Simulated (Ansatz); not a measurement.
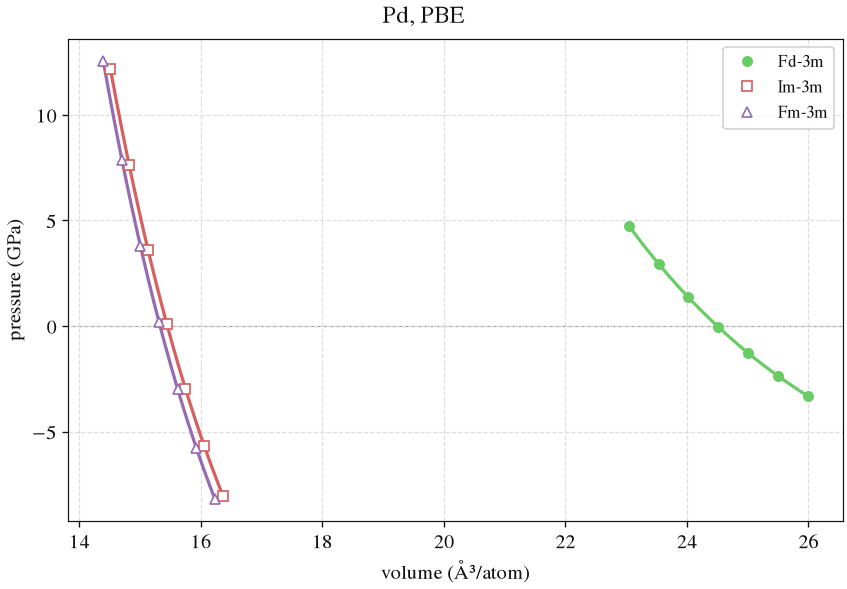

The plot gives the computed pressure against volume, with one curve for each structure, for Pd.

Computed with Ansatz 0.2.0 development build: equation of state of a cubic crystal from periodic Kohn-Sham density functional theory without spin, third-order Birch-Murnaghan fit to the free energies; pressure corrected for the finite basis. Level: PBE.

occupation method Fermi–Dirac; occupation width 0.06123 eV; wave cutoff 420 eV; datasets soft-1 PAW; density tolerance 1e−07 eV; density cutoff ratio 4; search for lower states default.

Settings that differ: Fd-3m: k mesh 32×32×32, atoms in cell 2, lattice centring face-centred primitive, space group number 227, structure type diamond; Im-3m: k mesh 49×49×49, atoms in cell 1, lattice centring body-centred primitive, space group number 229, structure type bcc; Fm-3m: k mesh 24×24×24, atoms in cell 1, lattice centring face-centred primitive, space group number 225, structure type fcc.

### Order the curves by fitted equilibrium volume, smallest first.

Fm-3m 15.33, Im-3m 15.45, Fd-3m 24.50 Å³/atom.

### Order the curves by fitted bulk modulus, smallest first.

Fd-3m 66, Im-3m 164, Fm-3m 168 GPa.

Note: cubic model structure, not the ambient form (Fd-3m, Im-3m); no spin polarisation, a magnetic state may lie lower (Fd-3m).
